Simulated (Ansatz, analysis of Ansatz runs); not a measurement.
# Hyperfine coupling of the F centre in LiF (HSE06 on PBE structures), part 2 of 2

How near does this set-up come to the measured hyperfine coupling? Subject: F centre in LiF. Set-up: HSE06 on PBE structures, 32-site cell, PBE lattice, 420 eV, k: 2x2x2 shifted 0.5 0.5 0.5 then the zone centre alone. The model is a cell of 32 host atoms with 1 F taken out. The isotropic coupling follows from the spin density at the nucleus, the nuclear g-factor and the total spin. Exact exchange opens the gap, stiffens bonds and lessens the self-interaction error, at many times the cost.

Ansatz 0.2.0; HSE06 on PBE structures, 32-site cell, PBE lattice, 420 eV, k: 2x2x2 shifted 0.5 0.5 0.5 then the zone centre alone.

So far: The starting structure; Relaxation, charge 0.

### 2. Relaxation, charge 0 (continued)

Level of this step: plane-wave PAW DFT, PBE; relaxation of all atoms of a defect supercell (Ansatz).

The steps of the relaxation:

| step | energy less that of the first step (eV) | largest force component (eV/Å) |
| --- | --- | --- |
| 1 | 0.0000 | 0.1965 |
| 2 | -0.0166 | 0.1014 |
| 3 | -0.0257 | 0.0009 |
| 4 | -0.0257 | 0.0009 |

Forces are held to the 48 operations that the run works with; a distortion that breaks them can't arise in this run.

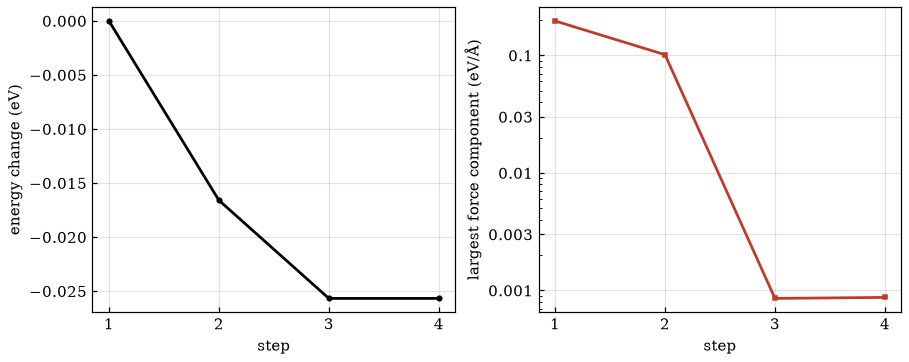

Energy and largest force along the relaxation.

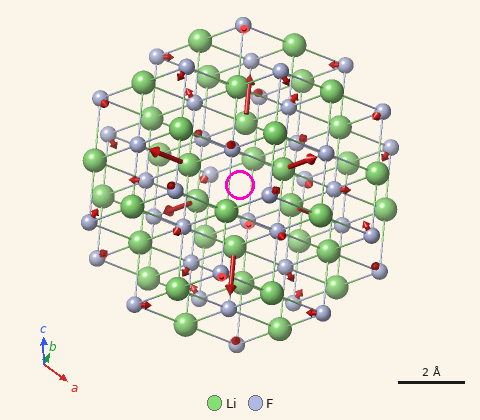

Displacements in the relaxation near the centre, exaggerated; the longest in the cell stands for 0.04 Å. A ring marks the centre wherever it is empty.

The atoms that moved most (Å):

| atom | dx | dy | dz | length |
| --- | --- | --- | --- | --- |
| Li16 | 0.000 | 0.000 | 0.043 | 0.043 |
| Li15 | 0.000 | 0.043 | 0.000 | 0.043 |
| Li12 | 0.043 | 0.000 | 0.000 | 0.043 |
| Li7 | 0.000 | -0.043 | 0.000 | 0.043 |
| Li10 | -0.043 | 0.000 | 0.000 | 0.043 |
| Li6 | 0.000 | 0.000 | -0.043 | 0.043 |
| F22 | -0.008 | -0.008 | 0.000 | 0.011 |
| F18 | 0.000 | -0.008 | -0.008 | 0.011 |

The relaxed structure:

```xyz
31
Lattice="-4.0671 4.0671 4.0671 4.0671 -4.0671 4.0671 4.0671 4.0671 -4.0671" Properties=species:S:1:pos:R:3 pbc="T T T"
Li    0.0000    0.0000    0.0000
Li    4.0671    2.0336   -2.0336
Li    4.0671    0.0000    0.0000
Li    4.0671   -2.0336    2.0336
Li    2.0336    4.0671   -2.0336
Li    2.0336    2.0336   -0.0433
Li    2.0336   -0.0433    2.0336
Li    2.0336   -2.0336    4.0671
Li    0.0000    4.0671    0.0000
Li   -0.0433    2.0336    2.0336
Li    0.0000    0.0000    4.0671
Li    4.1104    2.0336    2.0336
Li   -2.0336    4.0671    2.0336
Li   -2.0336    2.0336    4.0671
Li    2.0336    4.1104    2.0336
Li    2.0336    2.0336    4.1104
F     2.0336    2.0336   -2.0336
F     2.0336   -0.0075   -0.0075
F     2.0336   -2.0336    2.0336
F     6.1007    0.0075    0.0075
F    -0.0075    2.0336   -0.0075
F    -0.0075   -0.0075    2.0336
F     4.0746    2.0336   -0.0075
F     4.0746   -0.0075    2.0336
F    -2.0336    2.0336    2.0336
F     2.0336    4.0746   -0.0075
F     2.0336   -0.0075    4.0746
F     0.0075    6.1007    0.0075
F    -0.0075    4.0746    2.0336
F    -0.0075    2.0336    4.0746
F     0.0075    0.0075    6.1007
```

The atoms nearest to the centre after the run:

| atom | distance (Å) |
| --- | --- |
| Li7 | 2.077 |
| Li6 | 2.077 |
| Li10 | 2.077 |
| Li12 | 2.077 |
| Li16 | 2.077 |
| Li15 | 2.077 |
| F20 | 2.887 |
| F18 | 2.887 |
| F28 | 2.887 |
| F29 | 2.887 |
| F31 | 2.887 |
| F24 | 2.887 |
| F21 | 2.887 |
| F22 | 2.887 |
| F27 | 2.887 |
| F30 | 2.887 |

Numbers from this step:

```yaml
free_energy: -15446.2086 eV
total_moment: 1 μB
integral_of_the_absolute_spin_density: 1.010 μB
spin_contamination: 5.83e-4
```

The relaxation ends 0.8 meV an atom lower, with a largest force component of 8.7e-4 eV/Å.

### 3. Contact spin densities

The relaxed structure is kept, and the final numbers are taken at the final level and k-points.

This step: plane-wave PAW DFT, HSE06; single point of a defect supercell on the structure relaxed with PBE.

Input file point/input.yaml:

```yaml
crystal:
  lattice:
    - [-4.06712875, 4.06712875, 4.06712875]
    - [4.06712875, -4.06712875, 4.06712875]
    - [4.06712875, 4.06712875, -4.06712875]
  atoms:
    - { symbol: Li, position: [0.0, 0.0, 0.0] }
    - { symbol: Li, position: [0.0, 0.25, 0.75] }
[... 3 atom lines left out ...]
    - { symbol: Li, position: [0.244676755, 0.244676755, 0.5] }
    - { symbol: Li, position: [0.244676755, 0.5, 0.244676755] }
[... 2 atom lines left out ...]
    - { symbol: Li, position: [0.5, 0.244676755, 0.244676755] }
[... 1 atom line left out ...]
    - { symbol: Li, position: [0.5, 0.755323245, 0.755323245] }
[... 2 atom lines left out ...]
    - { symbol: Li, position: [0.755323245, 0.5, 0.755323245] }
    - { symbol: Li, position: [0.755323245, 0.755323245, 0.5] }
[... 3 atom lines left out ...]
    - { symbol: F, position: [0.001844207, 0.750922104, 0.750922104] }
    - { symbol: F, position: [0.249077896, -0.001844207, 0.249077896] }
[... 1 atom line left out ...]
    - { symbol: F, position: [0.249077896, 0.5, 0.750922104] }
    - { symbol: F, position: [0.249077896, 0.750922104, 0.5] }
[... 4 atom lines left out ...]
    - { symbol: F, position: [0.750922104, 0.249077896, 0.5] }
[... 1 atom line left out ...]
    - { symbol: F, position: [0.750922104, 0.750922104, 0.001844207] }
basis:
  ecutwfc: 420
  xc_grid: 2
hamiltonian:
  xc: hse06
kpoints:
  mp_grid: { grid: [1, 1, 1] }
magnetization:
  spin_polarized: true
  initial_magnetization: 1
  spin_locking: { lock_magnetization: hard }
scf:
  occupations: { method: fermi_dirac, width: 0.01 }
  max_iter: 120
output:
  forces: true
  efg: {}
  eigenvalues: true
checkpoint:
  read: "../relax.run"
```

Started as:

```sh
> ansatz run input.yaml --threads 2 --pin off --max-ram 3768MiB --backend cpu --events-out ev --progress --plain --runs-dir out
```

Numbers of over 12 decimals in the logs are rounded to 6 here.

Output:

```text
[...]
Warning: checkpoint.read: hamiltonian.xc differs: saved pbe, current hse06; the SCF iterates under this deck's functional from the saved state
exact exchange: scf.exx.singularity resolves to wigner_seitz, which cuts the screened interaction at the faces of the exchange supercell's Wigner-Seitz cell, so that each pair interacts once, at the shortest of its separations (the periodic images that this [...]
[...]
Crystal: 31 atoms, lattice volume = 269.106 Å³
Basis set: ecut = 420 eV, 5281 PW (Γ), exchange–correlation on 96×96×96 points (8 copies of the dense FFT grid, shifted against one another)
Bands: 108, of which v1, the nominal top of the filled ones, is band 77 counted from 1 (76 counted from 0)
Symmetry: 48 space group operations
[...]
k-points: 1
[...]
Starting moments: Σ|m| = 1 μB on 31 of 31 sites; this step starts from the density that it was given
[...]
atom  12  Li V_zz =    -0.006192   η = 0.0000   by run symmetry: allowed
[...]
atom  15  Li V_zz =    -0.006192   η = 0.0000   by run symmetry: allowed
[...]
atom  16  Li V_zz =    -0.006192   η = 0.0000   by run symmetry: allowed
[...]
atom  18  F  V_zz =    +0.249641   η = 0.7732   by run symmetry: allowed
[...]
atom  20  F  V_zz =    +0.249641   η = 0.7732   by run symmetry: allowed
[...]
atom  28  F  V_zz =    +0.249641   η = 0.7732   by run symmetry: allowed
[...]
atom  29  F  V_zz =    +0.249641   η = 0.7732   by run symmetry: allowed
[...]
--- Band table (eV) ---
[...]
[key lines of the parts left out:]
Magnetization: 1.0000 μB (77.0000 up, 76.0000 down)
Free energy (F): -15445.355756 eV
Fermi energy:    6.808621 (↑ 8.073584, ↓ 3.369305) eV
```

Run time: 14 s. Hardware: 2 threads of Intel Xeon 6975P-C (Granite Rapids), shared host; peak memory 0.77 GiB; 27 s of CPU time.

Reading the cycles: dr2 is the Hartree energy of the density residual (eV), the measure of convergence; HF is the Harris–Foulkes estimate of the energy, which meets the free energy F at convergence.

Read from the output:

```
free energy                           : -15445.3558 eV
total moment                          : 1 μB
integral of the absolute spin density : 1.016 μB
spin contamination                    : 3.77e-4
```

The atoms' spheres hold 0.19 of the 1 μB, none over 0.02 μB.

Contact couplings A = (2/3) μ0 ge μB gN μN ρs / (2S h), for each element's most abundant magnetic isotope:

| atom | isotope | distance from the centre (Å) | contact spin density (e/Å³) | A (MHz) |
| --- | --- | --- | --- | --- |
| F18 | 19F | 2.89 | 0.285 | 177.7 |
| F20 | 19F | 2.89 | 0.285 | 177.7 |
| F21 | 19F | 2.89 | 0.285 | 177.7 |
| F22 | 19F | 2.89 | 0.285 | 177.7 |
| F23 | 19F | 2.89 | 0.285 | 177.7 |
| F24 | 19F | 2.89 | 0.285 | 177.7 |
| F26 | 19F | 2.89 | 0.285 | 177.7 |
| F27 | 19F | 2.89 | 0.285 | 177.7 |
| F28 | 19F | 2.89 | 0.285 | 177.7 |
| F29 | 19F | 2.89 | 0.285 | 177.7 |

### 4. Summary of results

```yaml
7li_shell_i: 43.0 MHz
19f_shell_ii: 177.7 MHz
7li_shell_iii: 4.3 MHz
19f_shell_iv: 12.8 MHz
integral_of_the_absolute_spin_density: 1.02 μB
time_of_the_whole_chain: 23 s on 2 threads
```

**Reading.** 7Li, shell I: computed 43.0 MHz, measured 39.06 MHz; 4.0 MHz (10 %) above the measurement. 19F, shell II: computed 177.7 MHz, measured 105.9 MHz; 71.7 MHz (68 %) above the measurement. 7Li, shell III: computed 4.3 MHz, measured 0.5 MHz; 3.8 MHz (750 %) above the measurement. 19F, shell IV: computed 12.8 MHz, measured 0.48 MHz; 12.3 MHz (2565 %) above the measurement. Only the isotropic (Fermi contact) part is computed, with core polarisation; no vibrational averaging. Limits: the zone centre alone is a coarse sampling for this cell; the structure comes from another functional than the final numbers; the periodic copies of the defect are only 7.0 Å apart.

[Logs are printed without paths, hosts, clocks, repeated set-up lines and the standing remarks that a program may print on its own settings, such as how far it seeks lower states.]

[Hosts, paths, dates, database ids (printed as entryN), source tags and the programs' standing remarks are cut or masked in the printed files.]

[For some hosts the program warned that the k-mesh of the response run may be too coarse for force constants and the static dielectric constant; such warnings are not shown here.]
